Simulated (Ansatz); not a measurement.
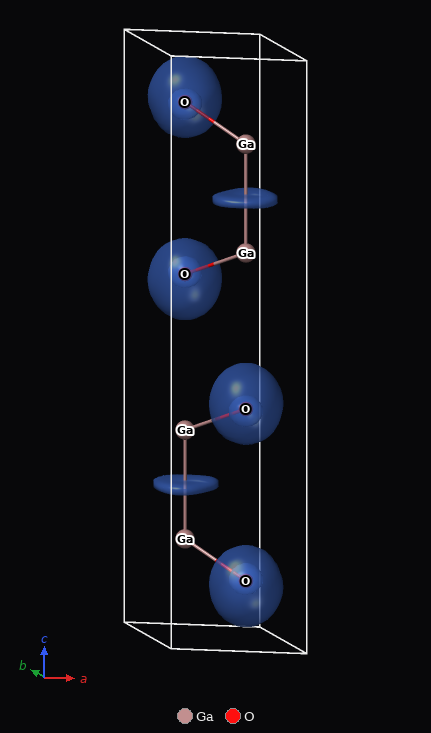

*GaO. Isosurface of the ELF at 0.7 (blue), seen at an oblique angle. Only the valence region is drawn (cores and ρ < 0.01 e/Å³ removed). Sticks mark near contacts.*

Space group P6₃/mmc; changed on purpose from its base cell (volume × 0.98, shape and atoms relaxed).

Level of theory: Ansatz 0.2.0, DFT PBE, scalar-relativistic, plane waves, PAW.

In a PAW calculation such maps are meaningful between the atoms, not at the nuclei.

Q: Where are the electrons localised?

A: The ELF exceeds this value in two regions between bonded Ga–Ga atoms (shared pairs) and four regions wrapped around O (the valence shell of each), counted in one cell of 8 atoms. Regions shared between cells count once. Profiles from the grid: Ga–O (1.93 Å): the ELF peaks at about 0.80 in the valence shell of O, 0.6 Å from its nucleus, and is about 0.35 at the midpoint. Ga–Ga (2.50 Å): the ELF peaks at about 0.80 between the atoms; a covalent bond.
